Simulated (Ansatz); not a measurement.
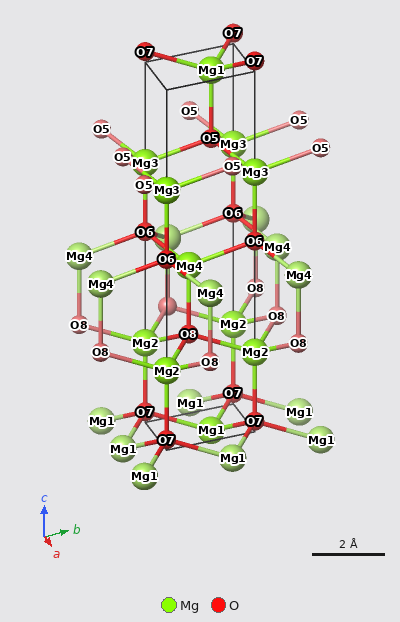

**Figure 1.** The starting structure (ball-and-stick view of the cell of the calculation, seen slightly off an axis; neighbours outside the cell are drawn fainter; atoms are numbered from 1 in the order of the input). Near neighbours in the crystal (not all of them lie inside the picture): Mg has 4 O at 1.97 to 1.99 Å; O has 4 Mg at 1.97 to 1.99 Å.

# MgO: geometry relaxation (part 1 of 2)

System: MgO (P6₃mc, 8 atoms in the cell).
Method: DFT PBE, scalar-relativistic, plane waves, PAW, no spin polarisation (Ansatz 0.2.0).

The structure derives from a Materials Project entry. Figures and captions count atoms from 1; the log counts them from 0 in places.

### Input
```yaml
crystal:
  lattice:
    - [3.2505941898, 0.0, 0.0]
    - [-1.6252970949, 2.8150971457, 0.0]
    - [0.0, 0.0, 10.3863377325]
  atoms:
    - { symbol: Mg, position: [0.33333333, 0.66666667, 0.96966238] }
    - { symbol: Mg, position: [0.0, 0.0, 0.22100231] }
    - { symbol: Mg, position: [0.0, 0.0, 0.72100231] }
    - { symbol: Mg, position: [0.66666667, 0.33333333, 0.46966238] }
    - { symbol: O, position: [0.33333333, 0.66666667, 0.77984015] }
    - { symbol: O, position: [0.0, 0.0, 0.52949334] }
    - { symbol: O, position: [0.0, 0.0, 0.02949334] }
    - { symbol: O, position: [0.66666667, 0.33333333, 0.27984015] }
basis:
  ecutwfc: 420
kpoints:
  mp_grid: { grid: [12, 12, 4] }
hamiltonian:
  xc: pbe
scf:
  occupations: { method: gaussian, width: 0.02 }
output:
  forces: true
  stress: true
  eigenvalues: true
  write_density: true
  write_potential: true
  elf: true
  volumetric_format: npy
relax:
  adjacent_minimum: "off"
  f_tol: 0.005
  max_steps: 80
  cell: { stress_tol: 0.05 }
```

Machine: 4 threads of Arm Neoverse V2, 24 GiB of memory available, shared host.

Launched with:
```bash
ansatz run input.yaml --threads 4 --pin off --max-ram 9216MiB --backend cpu --events-out ev --progress --plain --runs-dir out
```

### Log
```
Engine: ansatz 0.2.0, aarch64-unknown-linux-gnu
Pseudopotentials: kind: paw
Pseudopotential: Mg, paw, valence charge 10, recommended cutoff 420 eV (normal), Mg.paw.azcp
Pseudopotential: O, paw, valence charge 6, recommended cutoff 420 eV (normal), O.paw.azcp
Functional definition: PBE
  parameter kappa = 0.804
  parameter beta = 0.06672455060314922
  exchange = pbe_x(kappa = kappa, mu = beta*pi^2/3)
  correlation = pbe_c(beta = beta)
Crystal: 8 atoms, lattice volume = 95.043 Å³
Basis set: ecut = 420 eV, 1895 PW (Γ), exchange–correlation on 48×48×144 points (8 copies of the dense FFT grid, shifted against one another)
Bands: 40, of which v1, the nominal top of the filled ones, is band 32 counted from 1 (31 counted from 0)
Symmetry: 12 space group operations
Space group: P63mc (ITA 186), of the structure as read, at distance tolerance 4.6e-5 Å
k-points: 57 of 576 (time reversal used)
Non-local potential: Mg, projectors of the file, l = 0: 3, l = 1: 2, l = 2: 1
Non-local potential: O, projectors of the file, l = 0: 2, l = 1: 2, l = 2: 1
PAW form: soft (Blöchl's): semilocal exchange-correlation on the pseudo side does not see the compensation charge
PAW one-centre angular grid: Mg, 110 points (default); XC on 64 Gauss nodes
PAW one-centre angular grid: O, 110 points (default); XC on 64 Gauss nodes
Initial density: superposition of atomic densities (neutral atoms: chi_scale 0, normalization atom), corrected by the library's trained network
Initial wavefunctions: pseudopotential atomic-orbital guess
Functional: x = pbe(κ = 0.804, μ = 0.2195149727645171), c = pbe(β = 0.06672455060314922)
SCF iter   1: F=—  HF=-9975.834447 eV  |F-HF|=—  |Δ(HF+E_count)|=         —  Δρ=1.36e-3  dr2=1.70e-3  ethr=1.77e-3  ⟨swp⟩=6.7  Hψ=10259  notcnv=0  defer=2
preconditioner: auto → Resta (q_TF=auto, 2.554 Å⁻¹)  ε∞=3.3  [insulator: Δε(μ)=3.604 eV  Ē_g=14.111 eV  σ=0.020 eV  W_gap=1.00  n_scr=38 (ndim 8)  ℏωp=21.5 eV  f_vac=0.019  D(μ)=0.00/eV (n_scr^D=0)  ε∞_Penn≈3.3]
SCF iter   2: F=—  HF=-9975.834059 eV  |F-HF|=—  |Δ(HF+E_count)|=   3.88e-4  Δρ=5.37e-4  dr2=2.20e-4  ethr=2.66e-6  ⟨swp⟩=2.0  Hψ=3969  notcnv=0  defer=215
SCF iter   3: F=—  HF=-9975.834079 eV  |F-HF|=—  |Δ(HF+E_count)|=   2.05e-5  Δρ=2.84e-4  dr2=8.53e-5  ethr=3.43e-7  ⟨swp⟩=2.2  Hψ=2708  notcnv=0  defer=215
SCF iter   4: F=—  HF=-9975.833928 eV  |F-HF|=—  |Δ(HF+E_count)|=   1.52e-4  Δρ=4.89e-5  dr2=1.98e-6  ethr=1.33e-7  ⟨swp⟩=2.4  Hψ=3388  notcnv=0  defer=215
SCF iter   5: F=—  HF=-9975.833928 eV  |F-HF|=—  |Δ(HF+E_count)|=   2.42e-7  Δρ=3.55e-5  dr2=9.47e-7  ethr=3.09e-9  ⟨swp⟩=2.0  Hψ=3361  notcnv=0  defer=215
SCF iter   6: F=-9975.833928 eV  HF=-9975.833928 eV  |F-HF|=7.11e-9  |Δ(HF+E_count)|=   1.58e-7  Δρ=8.47e-6  dr2=5.08e-8  ethr=1.56e-10  ⟨swp⟩=10.3  Hψ=15884  notcnv=0
SCF 1 converged in 6 iterations: F = -9975.833928 eV  dr2 = 5.08e-8
  greatest PAW one-centre occupation: 1.000 electrons in one spin orbital (limit 2), on the Mg atom at site 3 (counted from 0), in its partial waves of l = 0
relax step   1: F+E_penalty+E_count = -9975.83392767 eV  Δ(F+E_penalty+E_count) = +0.000e0 eV  max|allowed force component| = 5.331e-3 eV/Å  Δτ_max = 0.0000 Å  P = +3.652 GPa  Ω = 95.043 Å³  (6 SCF iters, dr2 threshold 1.00e-7 eV, accepted)
Crystal: 8 atoms, lattice volume = 96.308 Å³
Basis set: ecut = 420 eV, 1931 PW (Γ), exchange–correlation on 48×48×144 points (8 copies of the dense FFT grid, shifted against one another)
Initial density: handed on by an earlier stage of this run
Initial wavefunctions: those handed on with the density
iter 1 solved again at ethr=3.47e-6 eV; its pass at ethr=3.10e-3 eV (dr2=2.22e-3 eV) is discarded
SCF iter   1: F=—  HF=-9975.852873 eV  |F-HF|=—  |Δ(HF+E_count)|=         —  Δρ=1.53e-3  dr2=2.18e-3  ethr=3.47e-6  ⟨swp⟩=1.8  Hψ=10085  notcnv=0
preconditioner: auto → Resta (q_TF=auto, 2.549 Å⁻¹)  ε∞=3.3  [insulator: Δε(μ)=3.542 eV  Ē_g=14.019 eV  σ=0.020 eV  W_gap=1.00  n_scr=38 (ndim 8)  ℏωp=21.4 eV  f_vac=0.026  D(μ)=0.00/eV (n_scr^D=0)  ε∞_Penn≈3.3]
SCF iter   2: F=—  HF=-9975.852351 eV  |F-HF|=—  |Δ(HF+E_count)|=   5.22e-4  Δρ=4.93e-4  dr2=2.08e-4  ethr=3.41e-6  ⟨swp⟩=2.0  Hψ=3335  notcnv=0
SCF iter   3: F=—  HF=-9975.852148 eV  |F-HF|=—  |Δ(HF+E_count)|=   2.04e-4  Δρ=2.75e-4  dr2=9.24e-5  ethr=3.26e-7  ⟨swp⟩=1.8  Hψ=2998  notcnv=0
SCF iter   4: F=—  HF=-9975.852176 eV  |F-HF|=—  |Δ(HF+E_count)|=   2.87e-5  Δρ=4.61e-5  dr2=2.08e-6  ethr=1.44e-7  ⟨swp⟩=2.2  Hψ=3048  notcnv=0
SCF iter   5: F=-9975.852179 eV  HF=-9975.852179 eV  |F-HF|=1.77e-7  |Δ(HF+E_count)|=   2.64e-6  Δρ=1.12e-5  dr2=8.39e-8  ethr=1.25e-9  ⟨swp⟩=9.6  Hψ=16473  notcnv=0
SCF 2 converged in 5 iterations: F = -9975.852179 eV  dr2 = 8.39e-8
relax step   2: F+E_penalty+E_count = -9975.85217924 eV  Δ(F+E_penalty+E_count) = -1.825e-2 eV  max|allowed force component| = 3.661e-3 eV/Å  Δτ_max = 0.0012 Å  P = +1.925 GPa  Ω = 96.308 Å³  energy of the carried Pulay correction = -3.773e-3 eV  (5 SCF iters, dr2 threshold 8.00e-7 eV, accepted)
Crystal: 8 atoms, lattice volume = 97.754 Å³
iter 1 solved again at ethr=4.30e-6 eV; its pass at ethr=3.10e-3 eV (dr2=2.75e-3 eV) is discarded
SCF iter   1: F=—  HF=-9975.857598 eV  |F-HF|=—  |Δ(HF+E_count)|=         —  Δρ=1.67e-3  dr2=2.70e-3  ethr=4.30e-6  ⟨swp⟩=1.8  Hψ=10147  notcnv=0
preconditioner: auto → Resta (q_TF=auto, 2.542 Å⁻¹)  ε∞=3.3  [insulator: Δε(μ)=3.466 eV  Ē_g=13.913 eV  σ=0.020 eV  W_gap=1.00  n_scr=38 (ndim 8)  ℏωp=21.2 eV  f_vac=0.028  D(μ)=0.00/eV (n_scr^D=0)  ε∞_Penn≈3.3]
SCF iter   2: F=—  HF=-9975.856963 eV  |F-HF|=—  |Δ(HF+E_count)|=   6.35e-4  Δρ=5.49e-4  dr2=2.73e-4  ethr=4.21e-6  ⟨swp⟩=2.0  Hψ=3414  notcnv=0
SCF iter   3: F=—  HF=-9975.856791 eV  |F-HF|=—  |Δ(HF+E_count)|=   1.72e-4  Δρ=3.08e-4  dr2=1.21e-4  ethr=4.27e-7  ⟨swp⟩=1.9  Hψ=3580  notcnv=0
SCF iter   4: F=—  HF=-9975.856831 eV  |F-HF|=—  |Δ(HF+E_count)|=   3.94e-5  Δρ=5.79e-5  dr2=3.34e-6  ethr=1.89e-7  ⟨swp⟩=2.1  Hψ=2997  notcnv=0
SCF iter   5: F=-9975.856835 eV  HF=-9975.856834 eV  |F-HF|=3.39e-7  |Δ(HF+E_count)|=   3.68e-6  Δρ=1.71e-5  dr2=2.12e-7  ethr=1.25e-9  ⟨swp⟩=10.7  Hψ=16128  notcnv=0
SCF 3 converged in 5 iterations: F = -9975.856835 eV  dr2 = 2.12e-7
  Residual-converged pass: ⟨swp⟩=1.1  Hψ=2512  notcnv=0  max |occ|·‖R‖ = 7.1e-9 eV (tolerance 1.0e-8 eV)  dr2=2.12e-7  dr2_onsite=2.95e-8  max |Δocc| = 0.0e0
relax step   3: F+E_penalty+E_count = -9975.85683459 eV  Δ(F+E_penalty+E_count) = -4.655e-3 eV  max|allowed force component| = 1.170e-3 eV/Å  Δτ_max = 0.0012 Å  P = +0.068 GPa  Ω = 97.754 Å³  energy of the carried Pulay correction = -8.023e-3 eV  (5 SCF iters, dr2 threshold 8.00e-7 eV, accepted)
Crystal: 8 atoms, lattice volume = 97.807 Å³
iter 1 solved again at ethr=9.63e-9 eV; its pass at ethr=3.10e-3 eV (dr2=6.16e-6 eV) is discarded
SCF iter   1: F=—  HF=-9975.856871 eV  |F-HF|=—  |Δ(HF+E_count)|=         —  Δρ=7.92e-5  dr2=5.21e-6  ethr=9.63e-9  ⟨swp⟩=2.0  Hψ=9859  notcnv=0
preconditioner: auto → Resta (q_TF=auto, 2.542 Å⁻¹)  ε∞=3.3  [insulator: Δε(μ)=3.470 eV  Ē_g=13.916 eV  σ=0.020 eV  W_gap=1.00  n_scr=38 (ndim 8)  ℏωp=21.2 eV  f_vac=0.025  D(μ)=0.00/eV (n_scr^D=0)  ε∞_Penn≈3.3]
SCF iter   2: F=—  HF=-9975.856690 eV  |F-HF|=—  |Δ(HF+E_count)|=   1.81e-4  Δρ=3.53e-5  dr2=9.53e-7  ethr=8.14e-9  ⟨swp⟩=2.0  Hψ=4104  notcnv=0
SCF iter   3: F=—  HF=-9975.856690 eV  |F-HF|=—  |Δ(HF+E_count)|=   4.74e-7  Δρ=1.60e-5  dr2=2.86e-7  ethr=1.49e-9  ⟨swp⟩=2.0  Hψ=2447  notcnv=0
SCF iter   4: F=-9975.856691 eV  HF=-9975.856691 eV  |F-HF|=8.86e-9  |Δ(HF+E_count)|=   2.21e-7  Δρ=4.17e-6  dr2=1.19e-8  ethr=2.23e-11  ⟨swp⟩=6.0  Hψ=13137  notcnv=0
SCF 4 converged in 4 iterations: F = -9975.856691 eV  dr2 = 1.19e-8
relax step   4: F+E_penalty+E_count = -9975.85669067 eV  Δ(F+E_penalty+E_count) = +1.439e-4 eV  max|allowed force component| = 1.036e-3 eV/Å  Δτ_max = 0.0003 Å  P = +0.000 GPa  Ω = 97.807 Å³  energy of the carried Pulay correction = -8.179e-3 eV  (4 SCF iters, dr2 threshold 1.42e-8 eV, accepted)
Initial wavefunctions: pseudopotential atomic-orbital guess (no wavefunctions were taken with the density)
iter 1 solved again at ethr=2.29e-8 eV; its pass at ethr=3.10e-3 eV (dr2=1.46e-5 eV) is discarded
SCF iter   1: F=—  HF=-9975.866428 eV  |F-HF|=—  |Δ(HF+E_count)|=         —  Δρ=2.50e-4  dr2=9.11e-6  ethr=2.29e-8  ⟨swp⟩=3.1  Hψ=16144  notcnv=0
preconditioner: auto → Resta (q_TF=auto, 2.542 Å⁻¹)  ε∞=3.3  [insulator: Δε(μ)=3.471 eV  Ē_g=13.916 eV  σ=0.020 eV  W_gap=1.00  n_scr=38 (ndim 8)  ℏωp=21.2 eV  f_vac=0.025  D(μ)=0.00/eV (n_scr^D=0)  ε∞_Penn≈3.3]
SCF iter   2: F=—  HF=-9975.866318 eV  |F-HF|=—  |Δ(HF+E_count)|=   1.10e-4  Δρ=1.19e-4  dr2=2.71e-6  ethr=1.42e-8  ⟨swp⟩=2.0  Hψ=4104  notcnv=0
SCF iter   3: F=—  HF=-9975.866340 eV  |F-HF|=—  |Δ(HF+E_count)|=   2.18e-5  Δρ=5.47e-5  dr2=3.43e-7  ethr=4.24e-9  ⟨swp⟩=2.0  Hψ=2884  notcnv=0
SCF iter   4: F=—  HF=-9975.866345 eV  |F-HF|=—  |Δ(HF+E_count)|=   5.33e-6  Δρ=1.76e-6  dr2=1.52e-9  ethr=5.36e-10  ⟨swp⟩=2.0  Hψ=3192  notcnv=0
SCF iter   5: F=-9975.866345 eV  HF=-9975.866345 eV  |F-HF|=1.42e-10  |Δ(HF+E_count)|=   2.52e-9  Δρ=4.33e-7  dr2=5.59e-11  ethr=1.00e-12  ⟨swp⟩=5.0  Hψ=11422  notcnv=0
SCF 5 converged in 5 iterations: F = -9975.866345 eV  dr2 = 5.59e-11
relax step   5: F+E_penalty+E_count = -9975.86634540 eV  Δ(F+E_penalty+E_count) = -9.655e-3 eV  max|allowed force component| = 1.069e-3 eV/Å  Δτ_max = 0.0000 Å  P = +0.169 GPa  Ω = 97.807 Å³  stress off target by 1.89e-1 GPa  SCF on the basis re-selected at this cell (its energy is not comparable with the rows above)  (5 SCF iters)
basis re-selected at this cell: Δ(F+E_penalty+E_count) = -9.655e-3 eV, ΔP = +0.169 GPa vs the last step (what re-selecting the basis moved, of the pressure what is left beyond the Pulay correction that the steps carried, after the strain that the cell walked since its last selection, with what the two solves' SCF thresholds leave and, on support functions, any second-order correction that the steps lacked; it is no measure of the basis error at this ecutwfc). This SCF's stress stands 1.89e-1 GPa from its target on what of the cell is left free (relax.cell.stress_tol is 5.00e-2 GPa) and its largest allowed force component is 1.07e-3 eV/Å (relax.f_tol is 5.00e-3 eV/Å): not within both, so this SCF does not close the relaxation
Crystal: 8 atoms, lattice volume = 97.946 Å³
Basis set: ecut = 420 eV, 1943 PW (Γ), exchange–correlation on 48×48×144 points (8 copies of the dense FFT grid, shifted against one another)
iter 1 solved again at ethr=4.53e-8 eV; its pass at ethr=3.10e-3 eV (dr2=2.90e-5 eV) is discarded
SCF iter   1: F=—  HF=-9975.866211 eV  |F-HF|=—  |Δ(HF+E_count)|=         —  Δρ=1.58e-4  dr2=2.31e-5  ethr=4.53e-8  ⟨swp⟩=2.5  Hψ=9579  notcnv=0
preconditioner: auto → Resta (q_TF=auto, 2.541 Å⁻¹)  ε∞=3.3  [insulator: Δε(μ)=3.463 eV  Ē_g=13.905 eV  σ=0.020 eV  W_gap=1.00  n_scr=38 (ndim 8)  ℏωp=21.2 eV  f_vac=0.025  D(μ)=0.00/eV (n_scr^D=0)  ε∞_Penn≈3.3]
SCF iter   2: F=—  HF=-9975.866020 eV  |F-HF|=—  |Δ(HF+E_count)|=   1.90e-4  Δρ=5.55e-5  dr2=2.61e-6  ethr=3.61e-8  ⟨swp⟩=2.0  Hψ=3761  notcnv=0
SCF iter   3: F=—  HF=-9975.866021 eV  |F-HF|=—  |Δ(HF+E_count)|=   2.21e-7  Δρ=2.98e-5  dr2=1.03e-6  ethr=4.08e-9  ⟨swp⟩=1.1  Hψ=2364  notcnv=0
SCF iter   4: F=-9975.866021 eV  HF=-9975.866021 eV  |F-HF|=2.69e-8  |Δ(HF+E_count)|=   3.23e-7  Δρ=6.28e-6  dr2=3.40e-8  ethr=1.39e-10  ⟨swp⟩=6.1  Hψ=13186  notcnv=0
SCF 6 converged in 4 iterations: F = -9975.866021 eV  dr2 = 3.40e-8
relax step   6: F+E_penalty+E_count = -9975.86602085 eV  Δ(F+E_penalty+E_count) = +3.245e-4 eV  max|allowed force component| = 1.051e-4 eV/Å  Δτ_max = 0.0003 Å  P = +0.004 GPa  Ω = 97.946 Å³  energy of the carried Pulay correction = -4.035e-4 eV  (4 SCF iters, dr2 threshold 8.89e-8 eV, accepted)
iter 1 solved again at ethr=3.66e-9 eV; its pass at ethr=3.10e-3 eV (dr2=2.34e-6 eV) is discarded
SCF iter   1: F=—  HF=-9975.866674 eV  |F-HF|=—  |Δ(HF+E_count)|=         —  Δρ=3.87e-5  dr2=1.98e-7  ethr=3.66e-9  ⟨swp⟩=4.0  Hψ=17804  notcnv=0
preconditioner: auto → Resta (q_TF=auto, 2.541 Å⁻¹)  ε∞=3.3  [insulator: Δε(μ)=3.465 eV  Ē_g=13.906 eV  σ=0.020 eV  W_gap=1.00  n_scr=38 (ndim 8)  ℏωp=21.2 eV  f_vac=0.025  D(μ)=0.00/eV (n_scr^D=0)  ε∞_Penn≈3.3]
SCF iter   2: F=—  HF=-9975.866501 eV  |F-HF|=—  |Δ(HF+E_count)|=   1.73e-4  Δρ=1.91e-5  dr2=7.99e-8  ethr=3.10e-10  ⟨swp⟩=3.1  Hψ=4787  notcnv=0
SCF iter   3: F=—  HF=-9975.866503 eV  |F-HF|=—  |Δ(HF+E_count)|=   2.42e-6  Δρ=1.20e-5  dr2=1.84e-8  ethr=1.25e-10  ⟨swp⟩=2.0  Hψ=2777  notcnv=0
SCF iter   4: F=—  HF=-9975.866505 eV  |F-HF|=—  |Δ(HF+E_count)|=   1.83e-6  Δρ=1.25e-6  dr2=1.23e-9  ethr=2.87e-11  ⟨swp⟩=2.2  Hψ=3277  notcnv=0
SCF iter   5: F=—  HF=-9975.866505 eV  |F-HF|=—  |Δ(HF+E_count)|=   4.23e-9  Δρ=1.08e-6  dr2=4.10e-10  ethr=1.93e-12  ⟨swp⟩=3.0  Hψ=4104  notcnv=0
SCF iter   6: F=-9975.866505 eV  HF=-9975.866505 eV  |F-HF|=2.53e-10  |Δ(HF+E_count)|=   5.46e-9  Δρ=3.55e-7  dr2=4.97e-11  ethr=1.00e-12  ⟨swp⟩=5.0  Hψ=10404  notcnv=0
SCF 7 converged in 6 iterations: F = -9975.866505 eV  dr2 = 4.97e-11
relax step   7: F+E_penalty+E_count = -9975.86650510 eV  Δ(F+E_penalty+E_count) = -4.843e-4 eV  max|allowed force component| = 1.017e-4 eV/Å  Δτ_max = 0.0000 Å  P = +0.008 GPa  Ω = 97.946 Å³  stress off target by 1.26e-2 GPa  SCF on the basis re-selected at this cell (its energy is not comparable with the rows above)  (6 SCF iters)
```

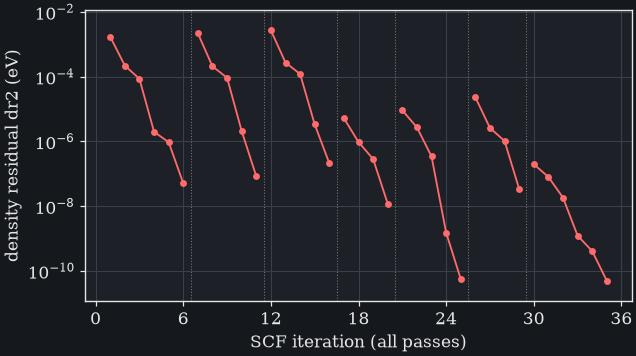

**Figure 2.** Convergence of the self-consistent field: density residual dr2 against the SCF iteration. The dotted lines part the SCF passes of the relaxation: geometry steps, rejected trials and re-solves on a re-selected basis. The 7 passes take 4 to 6 iterations each, 35 in all.

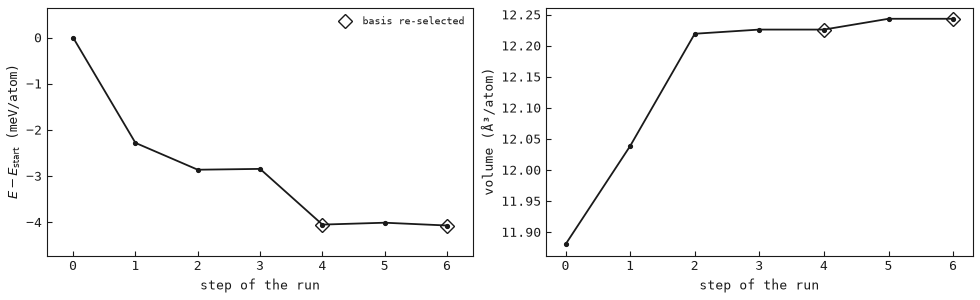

**Figure 3.** Progress of the relaxation, step by step (the first geometry is step 0 here and step 1 in the log).
